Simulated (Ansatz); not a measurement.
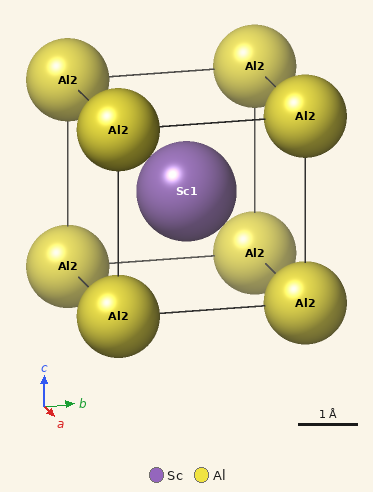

Fig. 1: The structure (spheres-only view of the cell of the calculation, seen slightly off an axis; atoms are numbered from 1 in the order of the input). An atom can appear more than once, as a periodic image.

Single-point calculation, with input and output: ScAl

ScAl (2 atoms in the cell), computed with DFT PBEsol, scalar-relativistic, plane waves, PAW, no spin polarisation (Ansatz 0.2.0).

The structure derives from a Materials Project entry. It belongs to a series of runs on one base structure; here: strain -0.015 along x and y, -0.015 along z, atoms carried along. Figures and captions count atoms from 1; the log counts them from 0 in places.

What the program printed
```
Engine: ansatz 0.2.0, aarch64-unknown-linux-gnu
Pseudopotentials: kind: paw
Pseudopotential: Sc, paw, valence charge 11, recommended cutoff 420 eV (normal), Sc.paw.azcp
Pseudopotential: Al, paw, valence charge 3, recommended cutoff 420 eV (normal), Al.paw.azcp
Functional definition: PBEsol
  exchange = pbesol_x
  correlation = pbesol_c
Crystal: 2 atoms, lattice volume = 36.588 Å³
Basis set: ecut = 420 eV, 739 PW (Γ), exchange–correlation on 48×48×48 points (8 copies of the dense FFT grid, shifted against one another)
Bands: 11, of which v1, the nominal top of the filled ones, is band 7 counted from 1 (6 counted from 0)
Symmetry: 48 space group operations
Space group: Pm-3m (ITA 221), of the structure as read, at distance tolerance 3.3e-5 Å
k-points: 120 of 2744
Non-local potential: Sc, projectors of the file, l = 0: 3, l = 1: 2, l = 2: 3, l = 3: 1
Non-local potential: Al, projectors of the file, l = 0: 2, l = 1: 2, l = 2: 1
PAW form: soft (Blöchl's): semilocal exchange-correlation on the pseudo side does not see the compensation charge
PAW frozen core: Sc, regenerated for the run's functional, and the local potential with it (the file was generated under x = pbe(κ = 0.804, μ = 0.2195149727645171), c = pbe(β = 0.06672455060314922))
PAW frozen core: Al, regenerated for the run's functional, and the local potential with it (the file was generated under x = pbe(κ = 0.804, μ = 0.2195149727645171), c = pbe(β = 0.06672455060314922))
PAW one-centre angular grid: Sc, 590 points (default); XC on 64 Gauss nodes
PAW one-centre angular grid: Al, 110 points (default); XC on 64 Gauss nodes
Initial density: superposition of atomic densities (neutral atoms: chi_scale 0, normalization atom), corrected by the library's trained network
Initial wavefunctions: pseudopotential atomic-orbital guess
Functional: x = pbesol(κ = 0.804, μ = 0.12345679012345678), c = pbesol(β = 0.046)
SCF iter   1: F=—  HF=-2636.851551 eV  |F-HF|=—  |Δ(HF+E_count)|=         —  Δρ=2.57e-3  dr2=3.30e-3  ethr=1.77e-3  ⟨swp⟩=5.0  Hψ=6987  notcnv=0
preconditioner: auto → none  [metal: Δε(μ)=0.009 eV  Ē_g=5.117 eV  σ=0.150 eV  W_gap=0.04  n_scr=6 (ndim 8)  ℏωp=15.0 eV  f_vac=0.000  D(μ)=0.75/eV (n_scr^D=6)  sad-step TF]
SCF iter   2: F=—  HF=-2636.850592 eV  |F-HF|=—  |Δ(HF+E_count)|=   9.58e-4  Δρ=1.58e-3  dr2=1.39e-3  ethr=2.36e-5  ⟨swp⟩=1.0  Hψ=2283  notcnv=0
SCF iter   3: F=—  HF=-2636.850125 eV  |F-HF|=—  |Δ(HF+E_count)|=   4.67e-4  Δρ=4.37e-4  dr2=9.73e-5  ethr=9.94e-6  ⟨swp⟩=2.0  Hψ=1685  notcnv=0
SCF iter   4: F=—  HF=-2636.850114 eV  |F-HF|=—  |Δ(HF+E_count)|=   1.09e-5  Δρ=1.16e-4  dr2=7.61e-6  ethr=6.95e-7  ⟨swp⟩=2.8  Hψ=2150  notcnv=0
SCF iter   5: F=—  HF=-2636.850112 eV  |F-HF|=—  |Δ(HF+E_count)|=   2.46e-6  Δρ=3.26e-5  dr2=5.45e-7  ethr=5.43e-8  ⟨swp⟩=2.4  Hψ=1760  notcnv=0
SCF iter   6: F=-2636.850112 eV  HF=-2636.850112 eV  |F-HF|=8.49e-9  |Δ(HF+E_count)|=   1.79e-7  Δρ=4.83e-6  dr2=9.45e-9  ethr=7.14e-10  ⟨swp⟩=7.8  Hψ=8007  notcnv=0
SCF 1 converged in 6 iterations: F = -2636.850112 eV  dr2 = 9.45e-9
  greatest PAW one-centre occupation: 0.998 electrons in one spin orbital (limit 2), on the Sc atom at site 0 (counted from 0), in its partial waves of l = 0
```

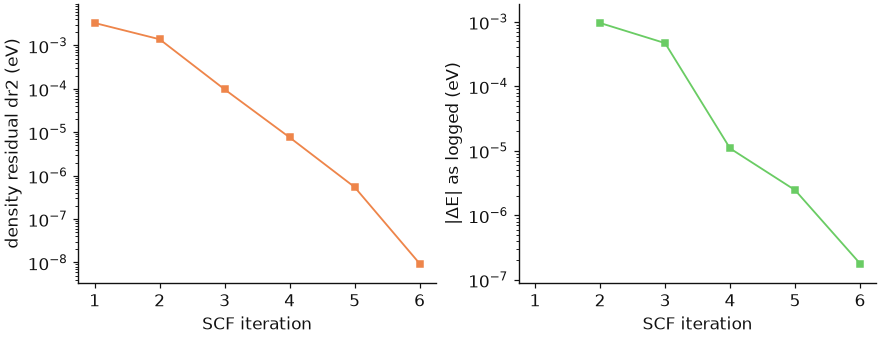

Fig. 2: Convergence of the self-consistent field: density residual dr2 and size of the energy change against the SCF iteration. The residual falls at every step.

```
SCF converged after 6 iterations
Free energy (F): -2636.850112 eV
Harris-Foulkes:  -2636.850112 eV  (|F-HF|=8.49e-9)
Internal energy: -2636.841653 eV  (E = F + TS)
E sigma→0 (E₀):  -2636.845882 eV
Entropy (-TS):   -0.008459 eV (-4.229 meV/atom)
Fermi energy:    10.068439 eV
--- Per-component energies (eV) ---
  E_band       = -143.315134
  E_kinetic    = 286.110008
  E_local      = -899.671215  (includes V_loc(G=0)·N_el)
  E_nonlocal   = 95.113967
  E_hartree    = 327.221335
  E_xc         = -143.736483
  E_vxc        = -159.026252  (∫ρ·V_xc dr)
  E_paw        = -1387.297217  (= ΣΔE_a)
  E_vpaw       = -120.281332  (= ΣTr[D̂ρ^β])
  E_aug_tail   = 0.000008  (compensation charges beyond the density's cutoff)
  E_ewald      = -914.730219
  E_core_change = 0.148164  (= ΣΔE_core)
  E_smearing   = -0.008459  (= −TS)
  E_closure    = -0.000000  (closes the sum)
  Σ components = -2636.850112   (vs F -2636.850112, Δ=0.00e0)
--- Forces (eV/Å), atoms counted from 1 ---
  atom   1  Sc     0.00000000     0.00000000     0.00000000
  atom   2  Al    -0.00000000     0.00000000    -0.00000000
  max |Σ_I F_I| component: 2.31e-29 eV/Å
--- Stress (GPa, compression-positive) ---
        1.905169      -0.000000       0.000000
       -0.000000       1.905169       0.000000
        0.000000       0.000000       1.905169
  P = ⅓ Tr σ = 1.9052 GPa (19.052 kbar)
--- Band table (eV; the first three rows and the last of 120) ---
  k-point 0: bands = ["-39.0363", "-17.7122", "-17.7122", "-17.7122", "1.4343", "9.3107", "9.3107", "12.9083", "12.9083", "12.9083", "13.9781"]
  k-point 1: bands = ["-39.0354", "-17.7231", "-17.7112", "-17.7112", "1.5103", "9.2426", "9.3499", "12.6394", "12.6394", "12.9201", "13.7600"]
  k-point 2: bands = ["-39.0328", "-17.7535", "-17.7085", "-17.7085", "1.7359", "8.9867", "9.4639", "12.1789", "12.1789", "12.9536", "13.3751"]
  k-point 119: bands = ["-38.9827", "-17.8665", "-17.8665", "-17.8665", "7.3995", "7.3995", "7.3995", "9.8114", "13.0909", "13.0909", "13.0909"]
```

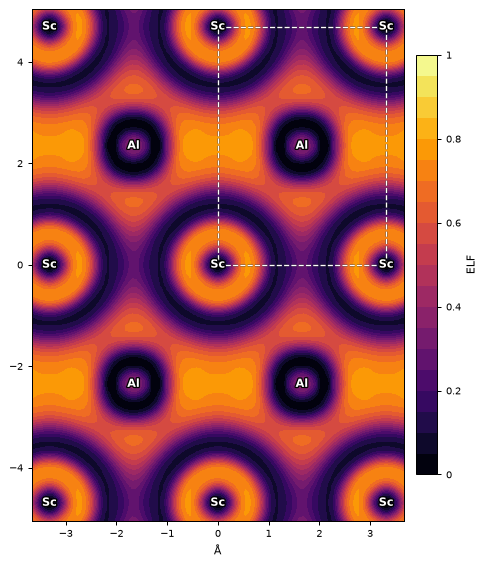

Fig. 3: ELF on the (011̄) plane of the conventional cell. Atoms in the plane: Sc and Al. Sc–Al (2.88 Å): the ELF is about 0.30 at the midpoint (no shared electron pair). The strong features right at Sc lie inside the PAW spheres (semicore, d or f shells) and say nothing about bonding. In a PAW calculation such maps are meaningful between the atoms, not at the nuclei.

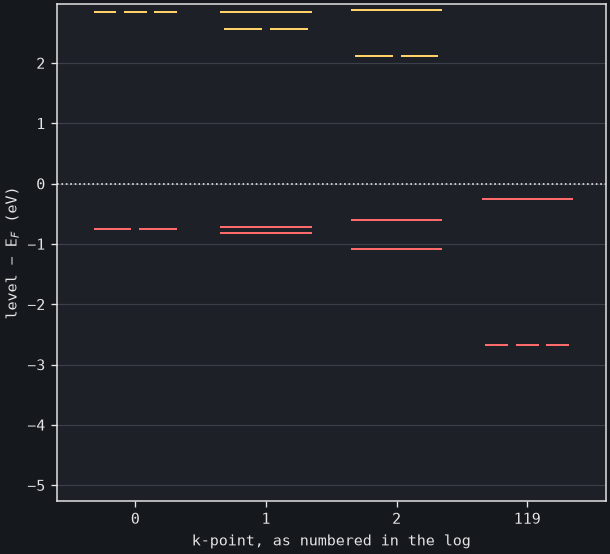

Fig. 4: Kohn–Sham levels near the Fermi level (dotted) at the few k-points that the log prints; levels within 0.02 eV of each other stand side by side. The system is metallic on the full mesh.

This output came from the following input.

Input file
```yaml
crystal:
  lattice:
    - [3.3197937355, 0.0, 0.0]
    - [0.0, 3.3197937355, 0.0]
    - [0.0, 0.0, 3.3197937355]
  atoms:
    - { symbol: Sc, position: [0.5, 0.5, 0.5] }
    - { symbol: Al, position: [0.0, 0.0, 0.0] }
basis:
  ecutwfc: 420
kpoints:
  mp_grid: { grid: [14, 14, 14] }
hamiltonian:
  xc: pbesol
scf:
  occupations: { method: gaussian, width: 0.15 }
output:
  forces: true
  stress: true
  eigenvalues: true
  write_density: true
  write_potential: true
  elf: true
  volumetric_format: npy
```

Run as:
```bash
ansatz run input.yaml --threads 1 --pin off --max-ram 2560MiB --backend cpu --events-out ev --progress --plain --runs-dir out
```

Key numbers

```csv
quantity,value
outcome,converged
space group (tolerance 0.01 Å),Pm-3m (221)
electrons treated,14
free energy,−2636.8501 eV
Fermi energy,10.068 eV
gap on the k-point mesh,none (metallic)
pressure,1.91 GPa
largest force (length of the vector),under 0.001 eV/Å
hardware,"1 thread of Arm Neoverse V1, 24 GiB of memory available, shared host"
wall time,3.9 s
peak memory,0.33 GiB
```
